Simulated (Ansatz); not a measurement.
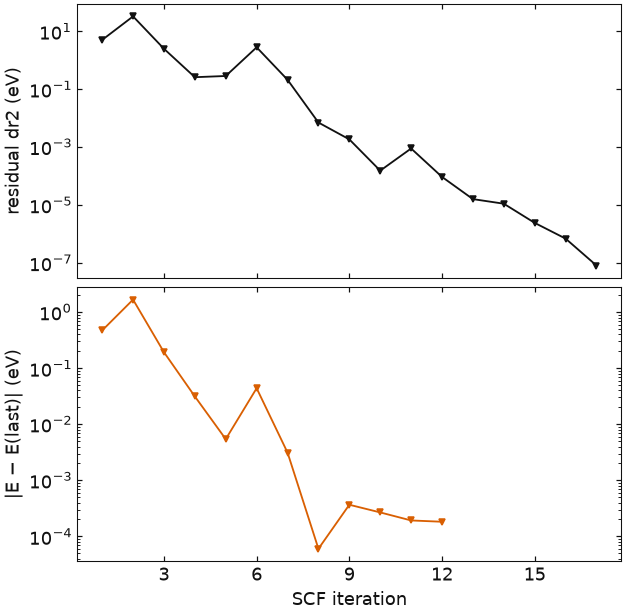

The plot shows the SCF iterations of a calculation: density residual dr2, distance of the Harris–Foulkes energy from its last value. Energy differences below 3 × 10⁻⁶ eV aren't drawn. The starting density is a sum of atomic densities corrected by a trained network.

- system: WS2 (P1, 12 atoms in the cell)
- method: DFT PBEsol, scalar-relativistic, plane waves, PAW (Ansatz); cutoff 420 eV, 8×2×3 k-mesh, Gaussian smearing of 0.05 eV

> How did this run end?

Converged, in 17 iterations. The residual falls unevenly and jumps up by a factor of two or more 3 times on the way down. From the first spectrum the program read the system as an insulator and chose the LDOS preconditioner.

> What is the residual at the start and at the end?

It starts near 5 and ends near 8 × 10⁻⁸ eV.
